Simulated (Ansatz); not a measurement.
FeNi₃

The calculation's input:

```
crystal:
  lattice:
    - [7.1, 0.0, 0.0]
    - [0.0, 7.1, 0.0]
    - [0.0, 0.0, 7.1]
  atoms:
    - { symbol: Ni, position: [0.0, 0.0, 0.0], spin: 0.6 }
    - { symbol: Fe, position: [0.0, 0.25, 0.25], spin: 2.7 }
    - { symbol: Ni, position: [0.25, 0.0, 0.25], spin: 0.6 }
    - { symbol: Ni, position: [0.25, 0.25, 0.0], spin: 0.6 }
    - { symbol: Ni, position: [0.0, 0.0, 0.5], spin: 0.6 }
    - { symbol: Ni, position: [0.0, 0.25, 0.75], spin: 0.6 }
    - { symbol: Ni, position: [0.25, 0.0, 0.75], spin: 0.6 }
    - { symbol: Ni, position: [0.25, 0.25, 0.5], spin: 0.6 }
    - { symbol: Ni, position: [0.0, 0.5, 0.0], spin: 0.6 }
    - { symbol: Ni, position: [0.0, 0.75, 0.25], spin: 0.6 }
    - { symbol: Fe, position: [0.25, 0.5, 0.25], spin: 2.7 }
    - { symbol: Ni, position: [0.25, 0.75, 0.0], spin: 0.6 }
    - { symbol: Ni, position: [0.0, 0.5, 0.5], spin: 0.6 }
    - { symbol: Fe, position: [0.0, 0.75, 0.75], spin: 2.7 }
    - { symbol: Ni, position: [0.25, 0.5, 0.75], spin: 0.6 }
    - { symbol: Fe, position: [0.25, 0.75, 0.5], spin: 2.7 }
    - { symbol: Ni, position: [0.5, 0.0, 0.0], spin: 0.6 }
    - { symbol: Ni, position: [0.5, 0.25, 0.25], spin: 0.6 }
    - { symbol: Ni, position: [0.75, 0.0, 0.25], spin: 0.6 }
    - { symbol: Ni, position: [0.75, 0.25, 0.0], spin: 0.6 }
    - { symbol: Ni, position: [0.5, 0.0, 0.5], spin: 0.6 }
    - { symbol: Ni, position: [0.5, 0.25, 0.75], spin: 0.6 }
    - { symbol: Ni, position: [0.75, 0.0, 0.75], spin: 0.6 }
    - { symbol: Ni, position: [0.75, 0.25, 0.5], spin: 0.6 }
    - { symbol: Fe, position: [0.5, 0.5, 0.0], spin: 2.7 }
    - { symbol: Ni, position: [0.5, 0.75, 0.25], spin: 0.6 }
    - { symbol: Fe, position: [0.75, 0.5, 0.25], spin: 2.7 }
    - { symbol: Ni, position: [0.75, 0.75, 0.0], spin: 0.6 }
    - { symbol: Fe, position: [0.5, 0.5, 0.5], spin: 2.7 }
    - { symbol: Ni, position: [0.5, 0.75, 0.75], spin: 0.6 }
    - { symbol: Ni, position: [0.75, 0.5, 0.75], spin: 0.6 }
    - { symbol: Fe, position: [0.75, 0.75, 0.5], spin: 2.7 }
magnetization:
  spin_polarized: true
scf:
  occupations: { method: methfessel_paxton, width: 0.1 }
output:
  forces: true
  stress: true
  eigenvalues: true
  populations: true
  write_density: true
  write_potential: true
  elf: true
  volumetric_format: npy
hamiltonian:
  xc: pbe
kpoints:
  mp_grid: { grid: [4, 4, 4] }
relax:
  f_tol: 0.02
  adjacent_minimum: "off"
  cell: { stress_tol: 0.05, fix: [shape] }
```

Command:

```sh
ansatz run input.yaml --threads 8 --pin off --max-ram 24576MiB --backend cpu --events-out ev --progress --plain --runs-dir out
```

Below, planes, directions and counts refer to the conventional cell (a = 7.09 Å, b = 7.09 Å, c = 7.09 Å, α = 90.00°, β = 90.00°, γ = 90.00°).

The fields are those of the run's last geometry, not of the input's.

Space group Pm; a generated structure, not necessarily the stable one; spin-polarised.

These are results of DFT PBE, scalar-relativistic, plane waves, PAW (Ansatz), not measurements.

Core electrons are frozen (PAW), and the valence fields are smoothed inside the atomic spheres.

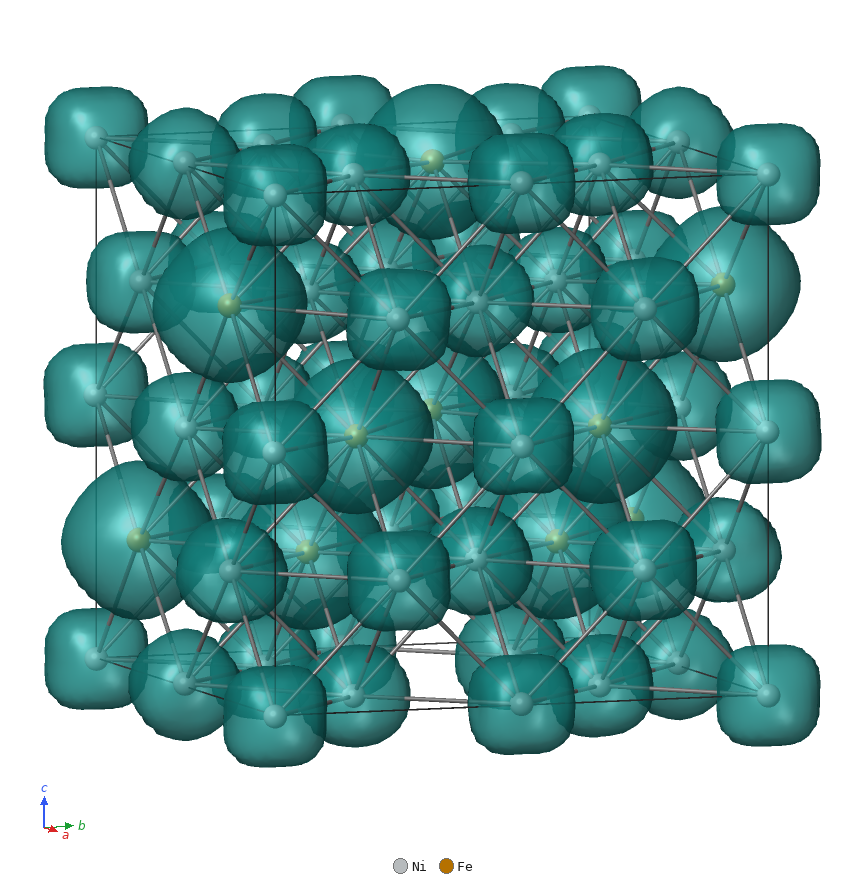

Figure 1. Isosurfaces of the spin density at +0.06 (teal) and −0.06 e/Å³ (pink), seen slightly off an axis. Sticks mark near contacts.

Which atoms carry the moments, and with what signs?

The spin density sits on Fe: +2.7 μB (×8); Ni: +0.7 μB in one cell of 32 atoms, with smaller moments on other sites: Ni (up to +0.68 μB): parallel moments (a ferromagnetic arrangement) in this solution. The cell of the calculation (32 atoms) carries 35.8 μB of net spin moment. Only one sign reaches the isovalue.

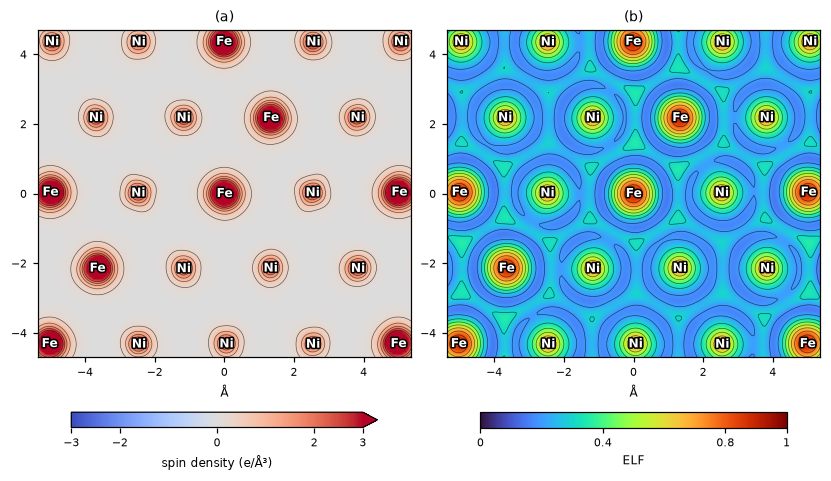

Figure 2. (a) spin density (up minus down); (b) electron localisation function on the (111) plane of the conventional cell.

Interpret the plot.

The plane passes through Fe and Ni nuclei. Fe–Ni (2.48 Å): the ELF is about 0.25 at the midpoint: no shared electron pair shows on this line. Ni–Ni (2.48 Å): the ELF is about 0.25 at the midpoint: no localised pair shows between them. Fe–Fe (2.56 Å): the ELF is about 0.25 at the midpoint; no shared electron pair shows on this line. Fe–Ni (2.49 Å): the ELF is about 0.25 at the midpoint; no localised pair shows between them. Ni–Ni (2.52 Å): the ELF is about 0.25 at the midpoint (no shared electron pair shows on this line). The features right at Fe and Ni lie inside the PAW spheres, where the map follows smoothed inner orbitals and isn't to be read closely.

Metal or insulator at this level of theory?

It is metallic or semimetallic at this level of theory: no gap opens.
